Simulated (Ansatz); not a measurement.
# Ti: geometry relaxation (part 3 of 3)

Ti (slab, 16 atoms in the cell); DFT PBE+D3(BJ), scalar-relativistic, plane waves, PAW, no spin polarisation (Ansatz 0.2.0); cutoff 420 eV, 4×4×1 k-mesh, Gaussian smearing of 0.1 eV. The structure derives from an entry of the Crystallography Open Database. The input holds or restrains some coordinates. Forces given for the steps count only the free coordinates. It belongs to a series of runs on one base structure; here: clean slab, lower planes held.

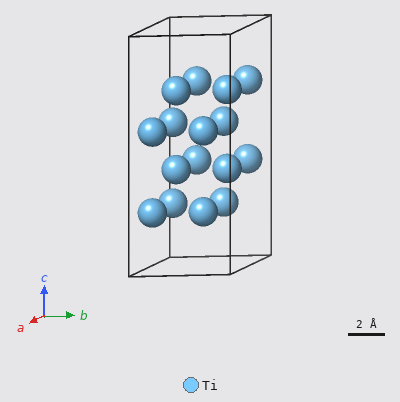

**Figure 1.** The geometry at step 4 of the log (spheres-only view of the cell of the calculation, with the vacuum cut short, seen slightly off an axis).

### Input file
```yaml
crystal:
  lattice:
    - [5.7729299511, 0.0, 0.0]
    - [-2.8864649755, 4.9995039919, 0.0]
    - [0.0, 0.0, 22.8611234731]
  atoms:
    - { symbol: Ti, position: [0.3333333333, 0.1666666667, 0.3499390574] }
    - { symbol: Ti, position: [0.3333333333, 0.6666666667, 0.3499390574] }
    - { symbol: Ti, position: [0.8333333333, 0.1666666667, 0.3499390574] }
    - { symbol: Ti, position: [0.8333333333, 0.6666666667, 0.3499390574] }
    - { symbol: Ti, position: [0.1666666667, 0.3333333333, 0.4499796858] }
    - { symbol: Ti, position: [0.1666666667, 0.8333333333, 0.4499796858] }
    - { symbol: Ti, position: [0.6666666667, 0.3333333333, 0.4499796858] }
    - { symbol: Ti, position: [0.6666666667, 0.8333333333, 0.4499796858] }
    - { symbol: Ti, position: [0.3333333333, 0.1666666667, 0.5500203142] }
    - { symbol: Ti, position: [0.3333333333, 0.6666666667, 0.5500203142] }
    - { symbol: Ti, position: [0.8333333333, 0.1666666667, 0.5500203142] }
    - { symbol: Ti, position: [0.8333333333, 0.6666666667, 0.5500203142] }
    - { symbol: Ti, position: [0.1666666667, 0.3333333333, 0.6500609426] }
    - { symbol: Ti, position: [0.1666666667, 0.8333333333, 0.6500609426] }
    - { symbol: Ti, position: [0.6666666667, 0.3333333333, 0.6500609426] }
    - { symbol: Ti, position: [0.6666666667, 0.8333333333, 0.6500609426] }
basis:
  ecutwfc: 420
kpoints:
  mp_grid: { grid: [4, 4, 1] }
hamiltonian:
  xc: pbe
  dispersion: d3bj
scf:
  occupations: { method: gaussian, width: 0.1 }
output:
  forces: true
  eigenvalues: true
  write_density: true
  write_potential: true
  elf: true
  volumetric_format: npy
relax:
  adjacent_minimum: "off"
  f_tol: 0.03
  max_steps: 70
  constraints: [{ sites: [0, 1, 2, 3, 4, 5, 6, 7] }]
efield:
  axis: 3
  dipole_correction: true
  ramp_width: 0.04
```

Run as:
```bash
ansatz run input.yaml --threads 8 --pin off --max-ram 20480MiB --backend cpu --events-out ev --progress --plain --runs-dir out
```

### Key numbers

```tsv
quantity	value
outcome	converged under the restraints of the input
electrons treated	192
free energy	−39994.7704 eV
work function, top face	4.49 eV
work function, bottom face	4.54 eV
Fermi energy	3.133 eV
gap on the k-point mesh	none (metallic)
final volume	659.81 Å³
work function (upper face)	4.49 eV
largest force (length of the vector) at the end, held atoms and coordinates included	0.492 eV/Å
hardware	8 threads of Intel Xeon @ 2.50GHz (Skylake/Cascade Lake), 189 GiB of memory available, shared host
wall time	31 s (CPU time 3.5 min)
peak memory	1.5 GiB
```

### Remarks

Warnings of the run: the exchange-correlation potential is rough where the density is thin.
